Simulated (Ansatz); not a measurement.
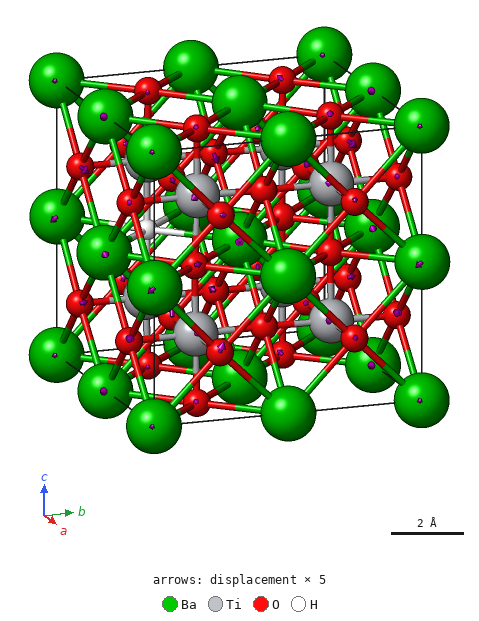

A relaxation of a defect cell of composition Ba₈Ti₈O₂₃H (cell charge −1). The starting structure is drawn; purple arrows show the displacements, 5 times their true length.

The picture is a ball-and-stick view of the cell of the calculation, seen slightly off an axis.

The atoms of the start lie slightly off their symmetric places, so part of the fall in energy undoes that.

Level of theory: Ansatz, DFT, PBEsol, PAW, plane waves. (plane-wave cutoff 420 eV; k-point mesh 1 × 1 × 1; mesh shifted by (0.25, 0.25, 0.25); no spin polarisation; atoms relaxed in a fixed cell; force threshold 0.03 eV/Å; at most 80 steps)

Atoms of which element are displaced furthest, and by how much?

Answer. Titanium: up to 0.14 Å, against 0.08 Å for oxygen.

Describe the change and its energy.

Answer. Over 12 geometry steps the energy falls by 0.627 eV per cell of the calculation. Largest force component: 2.8 eV/Å at the start, 0.022 eV/Å at the end. The largest move is that of a Ti atom, 0.14 Å roughly along [0 1 −2]. By element the largest moves are Ti 0.14 Å, O 0.08 Å, Ba 0.06 Å, H 0.02 Å. The cell stays as it was. Some distances before and after: Ba–Ti 3.391 → 3.517 Å, H–Ti 1.953 → 2.077 Å, Ba–Ti 3.384 → 3.496 Å, Ba–Ti 3.503 → 3.394 Å. Bond angles that change, for instance: O–Ti–O 179.3° → 172.5°, Ba–O–Ti 86.9° → 93.5°, O–Ti–H 91.7° → 85.7°.

Limits of the set-up: the periodic images lie only 7.9 Å apart, so the values are limited by the cell's size; the cell is charged, on a uniform background, and energies carry no finite-size correction.
